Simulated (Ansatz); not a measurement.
System: Rb2LiVO4 (Cmc2_1).

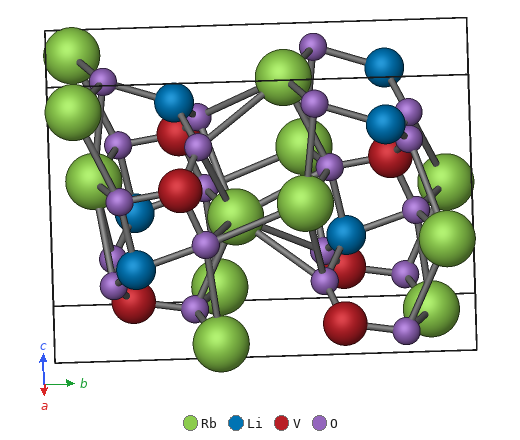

The structure (rubidium green, lithium blue, vanadium red, oxygen purple). Some periodic images of atoms are drawn too.

It takes space group Cmc2_1 (No. 36, orthorhombic). The conventional cell has a = 5.879 Å, b = 11.701 Å, c = 7.933 Å, α = 90.00°, β = 90.00°, γ = 90.00°. Nearest to Rb lie 10 O at 2.88 to 3.57 Å and 3 Li at 3.18 to 3.60 Å and 1 V at 3.49 Å. Nearest to Rb lie 8 O at 2.89 to 3.24 Å and 1 Li at 3.11 Å. Nearest to Li lie 4 O at 1.89 to 2.06 Å. V has 4 O at 1.71 to 1.72 Å nearest. Nearest to O lie 1 V at 1.72 Å and 1 Li at 1.89 Å and 5 Rb at 3.02 to 3.57 Å. Nearest to O lie 1 V at 1.71 Å and 1 Li at 2.06 Å and 4 Rb at 2.88 to 3.06 Å. Farther neighbours and most contacts between anions are not listed.

```xyz
16
Lattice="2.9395 -5.8505 0.0000 2.9395 5.8505 0.0000 0.0000 0.0000 7.9330" Properties=species:S:1:pos:R:3 pbc="T T T"
Rb    2.9395   -1.2286    7.5268
Rb    2.9395    1.2286    3.5603
Rb    2.9395    5.1285    4.7059
Rb    2.9395   -5.1285    0.7394
Li    2.9395    3.5232    1.3613
Li    2.9395   -3.5232    5.3278
V     2.9395   -2.2290    3.0891
V     2.9395    2.2290    7.0556
O     1.5515   -1.6943    2.2347
O     4.3275    1.6943    6.2012
O     4.3275   -1.6943    2.2347
O     1.5515    1.6943    6.2012
O     2.9395   -1.5679    4.6702
O     2.9395    1.5679    0.7037
O     2.9395   -3.9198    3.3604
O     2.9395    3.9198    7.3269
```

The cell and positions come from the Crystallography Open Database and are kept as given unless a step says otherwise.

Gaps computed with Ansatz 0.2.0 without a self-energy: LDA 3.90 eV, r2SCAN 4.35 eV, HSE06 5.58 eV and PBE0 6.36 eV. The mean ε∞ by r2SCAN perturbation theory is 2.75.

Question: Estimate the G0W0@r2SCAN gap with 4×4×2 mesh, 918 empty bands, screening to 130 eV, PAW set soft_1 files.

About 6.95 eV: on its mesh the run moves the gap from 4.35 eV by +2.59 eV. Among the scalar-relativistic levels given, PBE0 is nearest (−0.59 eV). One-shot corrections scale roughly with one over ε∞, here 0.36. Bands and cutoff are finite, so the gap is not at the basis limit. The miss can reach some tenths of an eV and take either sign; the mesh is an error of its own. The 4×4×2 mesh is coarse for this cell (its supercell is 16 Å along the shortest edge). The RPA ε∞ on it, from the r2SCAN start, is 2.52, 2.57 and 2.60; such meshes misread the long-range screening, most where the gap is narrow. The runs have no spin polarisation. For a closed low-spin shell that is the natural state; where a d or f shell is open it is a constraint, and the gap is then not the crystal's own. With d states at the gap, one-shot GW leans hard on its start. The many-body steps are scalar-relativistic: spin-orbit coupling is not in them.

[Paths, hosts, dates, memory and timing lines, banners, echoed tables and standing remarks are left out of the program output.]

[Logs are printed without paths, hosts, clocks, repeated set-up lines and the standing remarks that a program may print on its own settings, such as how far it seeks lower states.]

[Runs of the session that timed out or met a known fault of the program may be left out.]

[Cells called generated may have been cut or substituted from an entry of the Crystallography Open Database or the Materials Project.]

[No measured gap is set beside runs whose start may be inverted or whose files or cutoffs have a known fault.]

[Hosts, paths, dates, database ids (printed as entryN), source tags and the programs' standing remarks are cut or masked in the printed files.]
